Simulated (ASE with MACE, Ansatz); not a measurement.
# A vacancy of Ru at several sites of (20-21) twin boundary in hcp Co with 12 % Ru, 8 of 10 solute atoms at the boundaries (80 atoms)

At which site of (20-21) twin boundary in hcp Co with 12 % Ru, 8 of 10 solute atoms at the boundaries (80 atoms) does a vacancy of Ru cost least, and what about the site decides it?

Calculated with Ansatz 0.2.0; Kohn-Sham DFT, PBE, PAW (set soft_2), plane waves.

## Step 1: Starting point

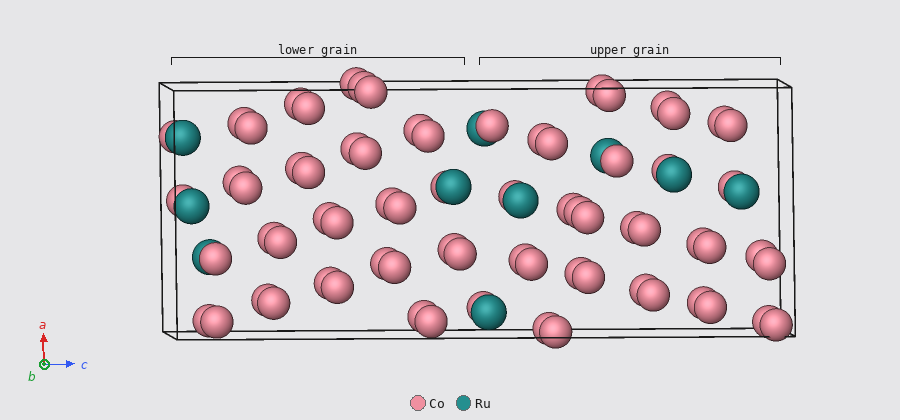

The cell as given, from the side, with the c axis across the page (cobalt pink, ruthenium teal). Some periodic images of atoms are drawn too.

The cell holds 80 atoms: 70 Co and 10 Ru. Its edges and angles: a = 8.520 Å, b = 5.030 Å, c = 21.159 Å, α = 90.0°, β = 90.0°, γ = 98.5°. It derives from Co and Ru. Two grains of Co, mirror images, two boundaries a cell, the joint chosen and relaxed with the MACE-MP-0b2 potential; the cell scaled by Vegard's rule for 10 Ru among 80 atoms, 8 of them put at random on the 26 sites nearest the other grain and the rest on the 26 sites farthest from it; atoms relaxed with that potential at fixed cell. Lattice constants are starting values near those of PBE. Regions: lower grain, 40 atoms (36 Co and 4 Ru); upper grain, 40 atoms (34 Co and 6 Ru).

Limits known from the start: The cell is under 6 Å thick along one periodic direction, so every atom has periodic images of itself close by, which move with it and show among its neighbours and in g(r).

## Step 2: Single point at the start

The forces at the start show how far the geometry lies from a minimum of this functional.

input.yaml

```yaml
crystal:
  lattice:
    - [8.52022, 0.0, 0.0]
    - [-0.74232, 4.97472, 0.0]
    - [0.0, 0.0, 21.15943]
  atoms:
    - { symbol: Co, position: [0.53799, 0.40476, 0.01169], spin: 1.7 }
    - { symbol: Co, position: [0.78994, 0.22344, 0.00546], spin: 1.7 }
    - { symbol: Co, position: [0.05106, 0.24704, 0.05535], spin: 1.7 }
    - { symbol: Ru, position: [0.30057, 0.07508, 0.06213] }
    - { symbol: Co, position: [0.60364, 0.16466, 0.10928], spin: 1.7 }
    - { symbol: Co, position: [0.84947, 0.46612, 0.11141], spin: 1.7 }
    - { symbol: Co, position: [0.1245, 0.02277, 0.15604], spin: 1.7 }
    - { symbol: Co, position: [0.38343, 0.34007, 0.16], spin: 1.7 }
    - { symbol: Co, position: [0.66651, 0.42252, 0.20464], spin: 1.7 }
    - { symbol: Co, position: [0.91812, 0.23435, 0.20873], spin: 1.7 }
    - { symbol: Co, position: [0.20031, 0.29908, 0.25112], spin: 1.7 }
    - { symbol: Co, position: [0.4533, 0.10696, 0.25551], spin: 1.7 }
    - { symbol: Co, position: [0.73593, 0.191, 0.29987], spin: 1.7 }
    - { symbol: Co, position: [0.99253, 0.50784, 0.30532], spin: 1.7 }
    - { symbol: Co, position: [0.27046, 0.06729, 0.34821], spin: 1.7 }
    - { symbol: Co, position: [0.51981, 0.36586, 0.35102], spin: 1.7 }
    - { symbol: Co, position: [0.81794, 0.46767, 0.3959], spin: 1.7 }
    - { symbol: Co, position: [0.06425, 0.28462, 0.40214], spin: 1.7 }
    - { symbol: Co, position: [0.3332, 0.31475, 0.452], spin: 1.7 }
    - { symbol: Co, position: [0.5782, 0.12057, 0.4463], spin: 1.7 }
    - { symbol: Co, position: [0.04121, 0.44281, 0.95614], spin: 1.7 }
    - { symbol: Co, position: [0.29816, 0.26184, 0.95081], spin: 1.7 }
    - { symbol: Co, position: [0.57686, 0.25294, 0.90816], spin: 1.7 }
    - { symbol: Co, position: [0.8306, 0.07189, 0.89728], spin: 1.7 }
    - { symbol: Co, position: [0.10934, 0.17274, 0.85723], spin: 1.7 }
    - { symbol: Co, position: [0.35589, 0.48399, 0.85044], spin: 1.7 }
    - { symbol: Co, position: [0.63677, 0.02238, 0.80657], spin: 1.7 }
    - { symbol: Co, position: [0.90121, 0.33936, 0.79937], spin: 1.7 }
    - { symbol: Co, position: [0.16949, 0.42458, 0.75845], spin: 1.7 }
    - { symbol: Co, position: [0.41521, 0.23424, 0.74962], spin: 1.7 }
    - { symbol: Ru, position: [0.70557, 0.28366, 0.70395] }
    - { symbol: Co, position: [0.96034, 0.10097, 0.69954], spin: 1.7 }
    - { symbol: Co, position: [0.22994, 0.1825, 0.65969], spin: 1.7 }
    - { symbol: Co, position: [0.48553, 0.50546, 0.65204], spin: 1.7 }
    - { symbol: Co, position: [0.76407, 0.04313, 0.60605], spin: 1.7 }
    - { symbol: Co, position: [0.01552, 0.35633, 0.60262], spin: 1.7 }
    - { symbol: Co, position: [0.29433, 0.44612, 0.5635], spin: 1.7 }
    - { symbol: Co, position: [0.54288, 0.27411, 0.55227], spin: 1.7 }
    - { symbol: Ru, position: [0.81775, 0.27649, 0.50448] }
    - { symbol: Co, position: [0.09244, 0.09547, 0.50267], spin: 1.7 }
    - { symbol: Ru, position: [0.5333, 0.90858, 0.01407] }
    - { symbol: Ru, position: [0.80192, 0.71526, 0.00615] }
    - { symbol: Co, position: [0.06222, 0.74266, 0.05621], spin: 1.7 }
    - { symbol: Co, position: [0.30999, 0.56149, 0.0597], spin: 1.7 }
    - { symbol: Co, position: [0.59648, 0.65344, 0.10816], spin: 1.7 }
    - { symbol: Co, position: [0.84809, 0.96498, 0.111], spin: 1.7 }
    - { symbol: Co, position: [0.12952, 0.5236, 0.15366], spin: 1.7 }
    - { symbol: Co, position: [0.38414, 0.83904, 0.15889], spin: 1.7 }
    - { symbol: Co, position: [0.66654, 0.92006, 0.20399], spin: 1.7 }
    - { symbol: Co, position: [0.91777, 0.73099, 0.20954], spin: 1.7 }
    - { symbol: Co, position: [0.2009, 0.79719, 0.25079], spin: 1.7 }
    - { symbol: Co, position: [0.45363, 0.60828, 0.25603], spin: 1.7 }
    - { symbol: Co, position: [0.7351, 0.69083, 0.30166], spin: 1.7 }
    - { symbol: Co, position: [0.99105, 0.00775, 0.30457], spin: 1.7 }
    - { symbol: Co, position: [0.27216, 0.56754, 0.34915], spin: 1.7 }
    - { symbol: Co, position: [0.52077, 0.87317, 0.35192], spin: 1.7 }
    - { symbol: Co, position: [0.81213, 0.97621, 0.3969], spin: 1.7 }
    - { symbol: Co, position: [0.06133, 0.79507, 0.40162], spin: 1.7 }
    - { symbol: Co, position: [0.3326, 0.81952, 0.44964], spin: 1.7 }
    - { symbol: Ru, position: [0.59575, 0.6198, 0.44508] }
    - { symbol: Co, position: [0.04554, 0.95036, 0.95618], spin: 1.7 }
    - { symbol: Co, position: [0.28446, 0.75428, 0.95139], spin: 1.7 }
    - { symbol: Ru, position: [0.57455, 0.755, 0.90799] }
    - { symbol: Co, position: [0.83422, 0.5723, 0.89641], spin: 1.7 }
    - { symbol: Co, position: [0.10812, 0.67343, 0.85669], spin: 1.7 }
    - { symbol: Co, position: [0.35972, 0.98494, 0.84979], spin: 1.7 }
    - { symbol: Ru, position: [0.63646, 0.51564, 0.80457] }
    - { symbol: Co, position: [0.89273, 0.84185, 0.79787], spin: 1.7 }
    - { symbol: Co, position: [0.16724, 0.92191, 0.75882], spin: 1.7 }
    - { symbol: Co, position: [0.42225, 0.73991, 0.75005], spin: 1.7 }
    - { symbol: Co, position: [0.70188, 0.79447, 0.70594], spin: 1.7 }
    - { symbol: Co, position: [0.95879, 0.60521, 0.69967], spin: 1.7 }
    - { symbol: Co, position: [0.23138, 0.68285, 0.65982], spin: 1.7 }
    - { symbol: Co, position: [0.48207, 0.00477, 0.65243], spin: 1.7 }
    - { symbol: Co, position: [0.7647, 0.55182, 0.6063], spin: 1.7 }
    - { symbol: Co, position: [0.01899, 0.85899, 0.60138], spin: 1.7 }
    - { symbol: Co, position: [0.29482, 0.95018, 0.56182], spin: 1.7 }
    - { symbol: Ru, position: [0.54485, 0.77801, 0.5497] }
    - { symbol: Co, position: [0.84568, 0.79337, 0.505], spin: 1.7 }
    - { symbol: Ru, position: [0.09017, 0.58736, 0.49999] }
magnetization:
  spin_polarized: true
kpoints:
  mp_grid: { grid: [2, 3, 1] }
hamiltonian:
  xc: pbe
scf:
  occupations: { method: fermi_dirac, width: 0.1 }
  lower_state_search: "off"
output:
  forces: true
```

Command:

```bash
$ ansatz run input.yaml --threads 6 --pin off --max-ram 102400MiB --backend cuda --events-out ev --progress --plain --runs-dir out
```

Numbers of over 12 decimals in the logs are rounded to 6 here.

The log of the run:

```text
[...]
Pseudopotentials: kind: paw
Pseudopotential: Co, paw, valence charge 17, recommended cutoff 420 eV (normal), Co.paw.azcp
Pseudopotential: Ru, paw, valence charge 16, recommended cutoff 420 eV (normal), Ru.paw.azcp
[... 5 lines on functional and potentials left out ...]
concurrent solve slots: 4 of 6 are kept, ahead of what memory takes: no pass of the eigensolver takes more rounds on 4
device memory: the entry about to start is reckoned to put 23.7 GiB on a device that reports 55.4 GiB free
GPU FFT provider: cuFFT
GPU libraries: cuBLAS 13.8.2, cuFFT 12.4.0, cuSOLVER 12.3.4
Crystal: 80 atoms, lattice volume = 896.857 Å³
Basis set: ecut = 420 eV, 17613 PW (Γ), exchange–correlation on 120×72×288 points (8 copies of the dense FFT grid, shifted against one another)
Bands: 882, of which v1, the nominal top of the filled ones, is band 675 counted from 1 (674 counted from 0)
Symmetry: 1 space group operations
Space group: P1 (ITA 1), of the structure as read, at distance tolerance 9.6e-5 Å
Magnetic group: BNS 1.1 (UNI 1), of the structure as read, at distance tolerance 9.6e-5 Å
k-points: 4 of 6 (time reversal used)
[... 5 lines on functional and potentials left out ...]
Initial density: superposition of atomic densities (chi_scale 0.1, normalization cell)
Starting moments: Σ|m| = 119 μB on 70 of 80 sites
Initial wavefunctions: pseudopotential atomic-orbital guess
GPU buffer pool allocated for 311040 grid points (all kernels)
GPU transforms: local potential and band sums: pruned to the plane-wave sphere, on 60×36×144
[...]
SCF iter   1: F=—  HF=-417659.315249 eV  |F-HF|=—  |Δ(HF+E_count)|=         —  Δρ=1.16e-1 (↑9.14e-2 ↓1.16e-1)  dr2=1.10e3  dr2_m=1.47e1  M=79.694 μB ∫|m|=86.499 μB  β_m=0.30  ethr=3.10e-3  ⟨swp⟩=4.0  Hψ=20720  notcnv=0  defer=547
preconditioner: auto → Kerker (q_TF=auto, 2.921 Å⁻¹)  [metal: Δε(μ)=0.003 eV  Ē_g=8.026 eV  σ=0.100 eV  W_gap=0.01  n_scr=374 (ndim 8)  ℏωp=33.0 eV  f_vac=0.000  D(μ)=92.44/eV (n_scr^D=1236)]
spin=Collinear: Kerker preconditioning applied to the charge; magnetization (m = ρ↑ − ρ↓) channel mixes plain (no charge-response kernel on spin).
SCF iter   2: F=—  HF=-417614.281601 eV  |F-HF|=—  |Δ(HF+E_count)|=    4.50e1  Δρ=7.16e-2 (↑3.99e-2 ↓7.16e-2)  dr2=6.28e1  dr2_m=3.71e0  M=101.960 μB ∫|m|=105.707 μB  β_m=0.30  ethr=3.10e-3  ⟨swp⟩=2.0  Hψ=13729  notcnv=0  defer=887
SCF iter   3: F=—  HF=-417609.653453 eV  |F-HF|=—  |Δ(HF+E_count)|=    4.63e0  Δρ=5.43e-2 (↑1.94e-2 ↓5.43e-2)  dr2=5.00e1  dr2_m=4.42e0  M=99.996 μB ∫|m|=105.051 μB  β_m=0.30  ethr=3.10e-3  ⟨swp⟩=2.1  Hψ=10398  notcnv=0  defer=863
[...]
SCF iter  16: F=—  HF=-417609.631712 eV  |F-HF|=—  |Δ(HF+E_count)|=   1.09e-2  Δρ=9.98e-4 (↑7.41e-4 ↓9.98e-4)  dr2=9.05e-3  dr2_m=4.70e-3  M=109.558 μB ∫|m|=119.016 μB  β_m=0.30  ethr=1.48e-6  ⟨swp⟩=1.0  Hψ=6429  notcnv=0  defer=855
Mixer restart at iter 16: flushing history
spin-set hold released at iteration 16 (site moments' squared step at or under half its running peak, from the soft ceiling on): the magnetisation degrees of freedom join the quasi-Newton model from the next iteration; the mixer history was flushed
SCF iter  17: F=—  HF=-417609.551864 eV  |F-HF|=—  |Δ(HF+E_count)|=   7.98e-2  Δρ=1.46e-3 (↑1.04e-3 ↓1.46e-3)  dr2=1.98e-2  dr2_m=8.23e-3  M=109.777 μB ∫|m|=119.263 μB  β_m=0.65  ethr=6.71e-7  ⟨swp⟩=2.4  Hψ=9435  notcnv=0  defer=855
SCF iter  18: F=—  HF=-417609.591326 eV  |F-HF|=—  |Δ(HF+E_count)|=   3.95e-2  Δρ=4.69e-3 (↑1.95e-3 ↓4.69e-3)  dr2=3.12e-1  dr2_m=3.26e-2  M=110.148 μB ∫|m|=119.690 μB  β_m=0.24  ethr=6.71e-7  ⟨swp⟩=2.0  Hψ=11930  notcnv=0  defer=855  recentre
[...]
SCF iter  39: F=—  HF=-417609.581271 eV  |F-HF|=—  |Δ(HF+E_count)|=   9.43e-9  Δρ=3.64e-6 (↑1.69e-6 ↓3.64e-6)  dr2=1.80e-7  dr2_m=2.37e-8  M=110.981 μB ∫|m|=120.702 μB  β_m=0.22  ethr=1.89e-11  ⟨swp⟩=1.1  Hψ=6199  notcnv=0  defer=858
SCF iter  40: F=-417609.581271 eV  HF=-417609.581271 eV  |F-HF|=1.97e-8  |Δ(HF+E_count)|=   4.83e-9  Δρ=1.63e-6 (↑1.13e-6 ↓1.63e-6)  dr2=2.44e-8  dr2_m=1.18e-8  M=110.981 μB ∫|m|=120.702 μB  ethr=7.41e-12  ⟨swp⟩=2.0  Hψ=12544  notcnv=0
SCF 1 converged in 40 iterations: F = -417609.581271 eV  dr2 = 2.44e-8
[...]
SCF converged after 40 iterations
Magnetization: 110.9806 μB (730.4903 up, 619.5097 down)
Absolute magnetization: 120.7278 μB (∫|ρ↑−ρ↓|, with the PAW one-centre terms)
Spin contamination: 2.3659 ħ² per cell (⟨S²⟩ above its minimum at these occupations)
Per-site moments (μB) at R_I (Å): [(1.489062, 0.973215), (1.667258, 1.010436), (1.607469, 0.959255), (0.375344, 0.996064), (1.594182, 0.989206), [...]
Free energy (F): -417609.581271 eV
Harris-Foulkes:  -417609.581271 eV  (|F-HF|=1.97e-8)
Internal energy: -417606.394938 eV  (E = F + TS)
E sigma→0 (E₀):  -417607.988105 eV
Entropy (-TS):   -3.186333 eV (-39.829 meV/atom)
Fermi energy:    19.418496 eV
--- Per-component energies (eV) ---
[...]
Σ components = -417609.581271   (vs F -417609.581271, Δ=0.00e0)
--- Forces (eV/Å), atoms counted from 1 ---
  atom   1  Co    -0.10105060     0.18994328    -0.03523986
  atom   2  Co    -0.08842850    -0.11116437     0.02460824
  atom   3  Co    -0.17820070     0.04166825     0.16470212
  atom   4  Ru     0.75798682    -0.32728458    -0.29697847
[...]
atom  80  Ru    -0.23415099    -0.08353916     0.52933453
  max |Σ_I F_I| component: 4.08e-6 eV/Å
```

The job ended after 19 s (1 × NVIDIA H100 80GB HBM3 with 6 threads of AMD EPYC 7R13 (Zen 3), shared host; peak memory 1.6 GiB; 53 s of CPU time).

In the SCF lines HF is the Harris–Foulkes energy and dr2 the Hartree energy of the density residual, in eV; the loop may stop once dr2 is under the threshold and the program's other checks hold. Hψ counts applications of the Hamiltonian.

That memory is the host's; the program planned 23.7 GiB on the GPU.

The r.m.s. force at the start is 0.17 eV/Å.

## Step 3: Relaxation

With the cell held, the atoms are moved downhill towards a nearby minimum.

input.yaml

```yaml
crystal:
  lattice:
    - [8.52022, 0.0, 0.0]
    - [-0.74232, 4.97472, 0.0]
    - [0.0, 0.0, 21.15943]
  atoms:
    [... the 80 atom lines of step 2 ...]
magnetization:
  spin_polarized: true
kpoints:
  mp_grid: { grid: [2, 3, 1] }
hamiltonian:
  xc: pbe
scf:
  occupations: { method: fermi_dirac, width: 0.1 }
  lower_state_search: "off"
output:
  forces: true
relax:
  f_tol: 0.05
  max_steps: 150
```

The log of the run:

```text
[...]
GPU FFT provider: cuFFT
GPU libraries: cuBLAS 13.8.2, cuFFT 12.4.0, cuSOLVER 12.3.4
Crystal: 80 atoms, lattice volume = 896.857 Å³
Basis set: ecut = 420 eV, 17613 PW (Γ), exchange–correlation on 120×72×288 points (8 copies of the dense FFT grid, shifted against one another)
Bands: 882, of which v1, the nominal top of the filled ones, is band 675 counted from 1 (674 counted from 0)
Symmetry: 1 space group operations
[...]
k-points: 4 of 6 (time reversal used)
[...]
Starting moments: Σ|m| = 119 μB on 70 of 80 sites
[...]
GPU buffer pool allocated for 311040 grid points (all kernels)
[...]
SCF iter   1: F=—  HF=-417659.315229 eV  |F-HF|=—  |Δ(HF+E_count)|=         —  Δρ=1.16e-1 (↑9.14e-2 ↓1.16e-1)  dr2=1.10e3  dr2_m=1.47e1  M=79.694 μB ∫|m|=86.499 μB  β_m=0.30  ethr=3.10e-3  ⟨swp⟩=4.0  Hψ=20720  notcnv=0  defer=547
[...]
SCF iter   3: F=—  HF=-417609.653405 eV  |F-HF|=—  |Δ(HF+E_count)|=    4.63e0  Δρ=5.43e-2 (↑1.94e-2 ↓5.43e-2)  dr2=5.00e1  dr2_m=4.42e0  M=99.996 μB ∫|m|=105.051 μB  β_m=0.30  ethr=3.10e-3  ⟨swp⟩=2.1  Hψ=10398  notcnv=0  defer=863
[...]
SCF iter  16: F=—  HF=-417609.549562 eV  |F-HF|=—  |Δ(HF+E_count)|=   8.29e-3  Δρ=9.98e-4 (↑7.41e-4 ↓9.98e-4)  dr2=9.05e-3  dr2_m=4.70e-3  M=109.558 μB ∫|m|=119.016 μB  β_m=0.30  ethr=1.48e-6  ⟨swp⟩=1.0  Hψ=6429  notcnv=0  defer=855
[...]
SCF iter  18: F=—  HF=-417609.568424 eV  |F-HF|=—  |Δ(HF+E_count)|=   6.46e-3  Δρ=2.00e-3 (↑1.17e-3 ↓2.00e-3)  dr2=4.63e-2  dr2_m=1.22e-2  M=109.927 μB ∫|m|=119.436 μB  β_m=0.18  ethr=6.70e-7  ⟨swp⟩=2.0  Hψ=10455  notcnv=0  defer=855
[...]
SCF iter  29: F=—  HF=-417609.581269 eV  |F-HF|=—  |Δ(HF+E_count)|=   1.49e-5  Δρ=8.64e-5 (↑3.01e-5 ↓8.64e-5)  dr2=9.17e-5  dr2_m=1.19e-5  M=110.965 μB ∫|m|=120.685 μB  β_m=0.34  ethr=1.40e-8  ⟨swp⟩=1.0  Hψ=6198  notcnv=0  defer=855
SCF iter  30: F=-417609.581244 eV  HF=-417609.581270 eV  |F-HF|=2.64e-5  |Δ(HF+E_count)|=   1.32e-6  Δρ=4.91e-5 (↑2.41e-5 ↓4.91e-5)  dr2=3.10e-5  dr2_m=4.43e-6  M=110.971 μB ∫|m|=120.690 μB  ethr=4.63e-9  ⟨swp⟩=2.0  Hψ=12549  notcnv=0
SCF 1 converged in 30 iterations: F = -417609.581244 eV  dr2 = 3.10e-5
[...]
relax step   1: F+E_penalty+E_count = -417609.58124398 eV  Δ(F+E_penalty+E_count) = +0.000e0 eV  max|allowed force component| = 8.235e-1 eV/Å  Δτ_max = 0.0000 Å  (30 SCF iters, dr2 threshold 6.25e-5 eV, accepted)
[... from here on, the SCF cycles and remarks between the steps are left out ...]
relax step   2: F+E_penalty+E_count = -417609.81376533 eV  Δ(F+E_penalty+E_count) = -2.325e-1 eV  max|allowed force component| = 3.978e-1 eV/Å  Δτ_max = 0.0435 Å  (13 SCF iters, dr2 threshold 4.24e-5 eV, accepted)
relax step   3: F+E_penalty+E_count = -417610.09047269 eV  Δ(F+E_penalty+E_count) = -2.767e-1 eV  max|allowed force component| = 2.516e-1 eV/Å  Δτ_max = 0.2000 Å  (22 SCF iters, dr2 threshold 9.89e-6 eV, accepted)
relax step   4: F+E_penalty+E_count = -417610.25518088 eV  Δ(F+E_penalty+E_count) = -1.647e-1 eV  max|allowed force component| = 1.092e-1 eV/Å  Δτ_max = 0.2000 Å  (20 SCF iters, dr2 threshold 1.48e-5 eV, accepted)
relax step   5: F+E_penalty+E_count = -417610.31899983 eV  Δ(F+E_penalty+E_count) = -6.382e-2 eV  max|allowed force component| = 2.465e-1 eV/Å  Δτ_max = 0.1908 Å  (28 SCF iters, accepted)
relax step   6: F+E_penalty+E_count = -417610.43489043 eV  Δ(F+E_penalty+E_count) = -1.159e-1 eV  max|allowed force component| = 9.103e-2 eV/Å  Δτ_max = 0.1663 Å  (18 SCF iters, dr2 threshold 1.14e-5 eV, accepted)
relax step   7: F+E_penalty+E_count = -417610.44856671 eV  Δ(F+E_penalty+E_count) = -1.368e-2 eV  max|allowed force component| = 2.640e-1 eV/Å  Δτ_max = 0.1415 Å  (29 SCF iters, accepted)
relax step   8: F+E_penalty+E_count = -417610.46550385 eV  Δ(F+E_penalty+E_count) = -1.694e-2 eV  max|allowed force component| = 1.631e-1 eV/Å  Δτ_max = 0.0307 Å  (17 SCF iters, dr2 threshold 9.50e-6 eV, accepted)
relax step   9: F+E_penalty+E_count = -417610.47326046 eV  Δ(F+E_penalty+E_count) = -7.757e-3 eV  max|allowed force component| = 3.601e-2 eV/Å  Δτ_max = 0.0426 Å  (13 SCF iters, dr2 threshold 1.02e-5 eV, accepted)
relax step  10: F+E_penalty+E_count = -417610.47326572 eV  Δ(F+E_penalty+E_count) = -5.257e-6 eV  max|allowed force component| = 3.606e-2 eV/Å  Δτ_max = 0.0000 Å  (9 SCF iters, accepted)
SCF converged after 9 iterations
Magnetization: 107.9935 μB (728.9968 up, 621.0032 down)
Absolute magnetization: 118.0080 μB (∫|ρ↑−ρ↓|, with the PAW one-centre terms)
[...]
Per-site moments (μB) at R_I (Å): [(1.280677, 1.018442), (1.699311, 0.987701), (1.639472, 0.935939), (0.485803, 1.020954), (1.590463, 1.000440), [...]
Free energy (F): -417610.473266 eV
[...]
Internal energy: -417607.392842 eV  (E = F + TS)
E sigma→0 (E₀):  -417608.933054 eV
Entropy (-TS):   -3.080424 eV (-38.505 meV/atom)
Fermi energy:    19.400459 eV
[...]
Σ components = -417610.473266   (vs F -417610.473266, Δ=0.00e0)
--- Forces (eV/Å), atoms counted from 1 ---
  atom   1  Co     0.00267886     0.00785150     0.00015459
  atom   2  Co     0.00368828    -0.00368894     0.00278688
  atom   3  Co    -0.00696125     0.00712785    -0.00129764
  atom   4  Ru     0.00637763    -0.00598100    -0.00501590
[...]
atom  80  Ru     0.00351551     0.00105660    -0.00309855
  max |Σ_I F_I| component: 2.32e-5 eV/Å
--- Relaxed structure (10 steps of the walk, 10 accepted, 0 SCFs on fresh bases) ---
  F+E_penalty+E_count = -417610.47326572 eV   max|allowed force component| = 3.606e-2 eV/Å
  atoms:
    - { symbol: Co, position: [0.514232, 0.440357, 0.0064217] }
    - { symbol: Co, position: [0.777031, 0.263061, 0.00406167] }
    - { symbol: Co, position: [0.019520, 0.318395, 0.063032] }
    - { symbol: Ru, position: [0.278608, 0.133160, 0.056843] }
[...]
- { symbol: Ru, position: [0.109078, 0.587800, 0.503033] }
```

Run time: 99 s. Hardware: 1 × NVIDIA H100 80GB HBM3 with 6 threads; peak memory 1.7 GiB.

That memory is the host's; the program planned 23.7 GiB on the GPU.

The relaxation converged after 10 steps, 0.892 eV below its start, with a largest force component of 0.036 eV/Å.

(Part 1 of 4 ends here.)

[Logs are printed without paths, hosts, clocks, repeated set-up lines and the standing remarks that a program may print on its own settings, such as how far it seeks lower states.]

[Hosts, paths, dates, database ids (printed as entryN), source tags and the programs' standing remarks are cut or masked in the printed files.]
